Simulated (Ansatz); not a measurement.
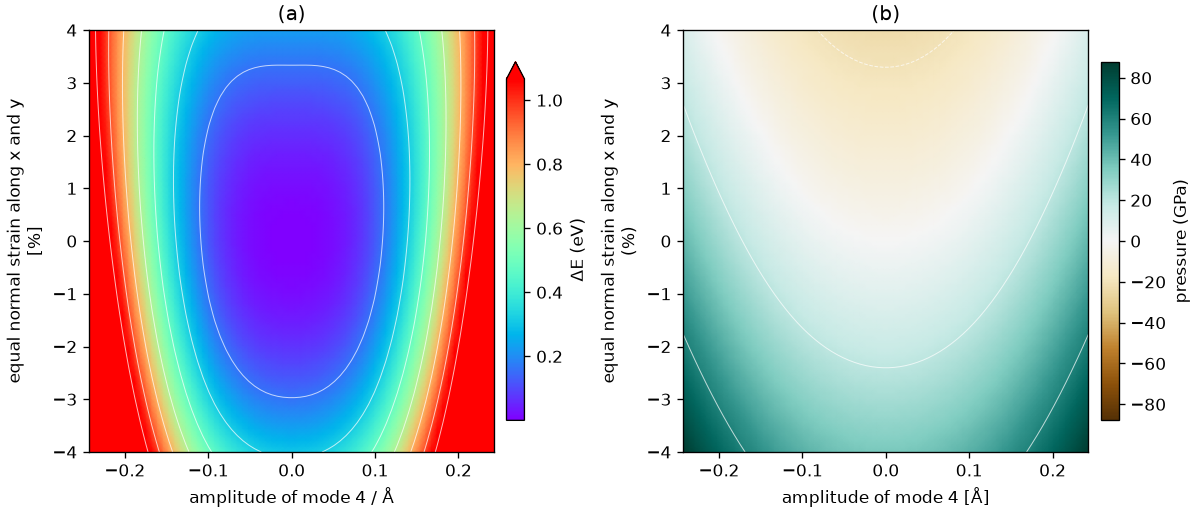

Re (P6_3/mmc, No. 194; 2 atoms in the cell). The energy is mapped over a normal mode and a strain (zone-centre modes of the 2-atom cell of this scan) (x along [1 0 0], y along [1 2 0], z along [0 0 1] of the conventional cell). Coordinates scanned: (1) amplitude of mode 4 (86 cm⁻¹), largest displacement in the unstrained cell; (2) equal normal strain along x and y. Nothing is relaxed (the pattern is fixed in fractional coordinates). The grid has 11 × 7 points; 42 points were computed and 35 follow by symmetry. Points are written as (first, second). Energies: eV per cell, counted from the lowest grid point. Computed with DFT PBE, scalar-relativistic, plane waves, PAW (Ansatz 0.2.0). Settings: cutoff 420 eV, k-mesh 18×18×10 in the order of the run's cell vectors, gaussian smearing 0.15 eV, no spin polarisation.

Panel (a) is the energy; panel (b) is the computed pressure, in GPa.

Drawn: a smooth colour map with a few white contour lines, one colour for all values above the top of the scale. Between grid points the surface is interpolated.

Q: How does the pressure vary over the map, and what is it at the lowest grid point?

A: It runs from −23 GPa at (0.000 Å, 4.00 %) to 88 GPa at (−0.243 Å, −4.00 %). At the lowest grid point, (0.000 Å, 0.00 %), it is 0 GPa.

```
second ↓, first →  −0.243  −0.194  −0.146  −0.097  −0.049  0.000  0.049  0.097  0.146  0.194  0.243
             4.00      10      −2     −12     −19     −22    −23    −22    −19    −12     −2     10
             2.67      19       6      −5     −12     −16    −17    −16    −12     −5      6     19
             1.33      30      15       4      −3      −8     −9     −8     −3      4     15     30
             0.00      42      26      14       6       1      0      1      6     14     26     42
            −1.33      55      38      25      17      12     10     12     17     25     38     55
            −2.67      71      52      39      29      24     23     24     29     39     52     71
            −4.00      88      68      54      44      38     36     38     44     54     68     88
```
